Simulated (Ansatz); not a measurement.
Input

```
crystal:
  lattice:
    - [-1.884384245, 1.884384245, 4.7792089894]
    - [1.884384245, -1.884384245, 4.7792089894]
    - [1.884384245, 1.884384245, -4.7792089894]
  atoms:
    - { symbol: Ti, position: [0.0, 0.0, 0.0] }
    - { symbol: Ti, position: [0.75, 0.25, 0.5] }
    - { symbol: O, position: [0.9574290304, 0.4574290304, 0.5] }
    - { symbol: O, position: [0.2074290304, 0.2074290304, 0.0] }
    - { symbol: O, position: [0.5425709696, 0.0425709696, 0.5] }
    - { symbol: O, position: [0.7925709696, 0.7925709696, 0.0] }
kpoints:
  mp_grid: { grid: [8, 8, 8] }
hamiltonian:
  xc: r2scan
  dispersion: rvv10
scf:
  occupations: { method: fermi_dirac, width: 0.03 }
relax:
  f_tol: 0.01
  cell: {}
  max_steps: 120
output:
  write_density: true
  write_potential: true
  elf: true
  volumetric_format: npy
```

Run with:

```sh
ansatz run input.yaml --threads 2 --pin off --max-ram 2211MiB --backend cpu --events-out ev --progress --plain --runs-dir out
```

Below, planes, directions and counts refer to the conventional cell (a = 3.78 Å, b = 3.78 Å, c = 9.53 Å, α = 90.00°, β = 90.00°, γ = 90.00°).

The fields are those of the relaxed geometry.

Space group I4₁/amd; a structure from a database of computed crystals, not necessarily the ambient phase; started from the database structure prototype, which need not be the ambient phase; computed without spin polarisation.

Method: DFT, r2SCAN+rVV10, plane waves, PAW (Ansatz 0.2.0).

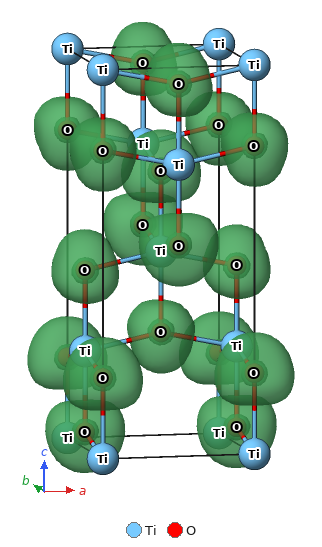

TiO2. Isosurface of the electron localisation function at 0.65 (green), seen slightly off an axis. Only the valence region is drawn (cores and ρ < 0.01 e/Å³ removed). Sticks mark near contacts.

In a PAW calculation such maps are meaningful between the atoms, not at the nuclei.

Question: Describe the localisation domains.

Answer: At this value the surface marks out eight regions wrapped around O (the valence shell of each), counted in one cell of 12 atoms. Regions shared between cells count once.

Values along the shortest contacts:
Ti–O (1.93 Å): the ELF peaks at about 0.80 in the valence shell of O, 0.6 Å from its nucleus, and is about 0.20 at the midpoint: no localised pair shows between them. Ti–O (1.98 Å): the ELF peaks at about 0.85 in the valence shell of O, 0.6 Å from its nucleus, and is about 0.20 at the midpoint; no shared electron pair shows on this line.

Question: Metal or insulator at this level of theory?

Answer: It is gapped, with a Kohn–Sham gap of 2.6 eV on the k-point mesh, an upper bound to the gap of this method.
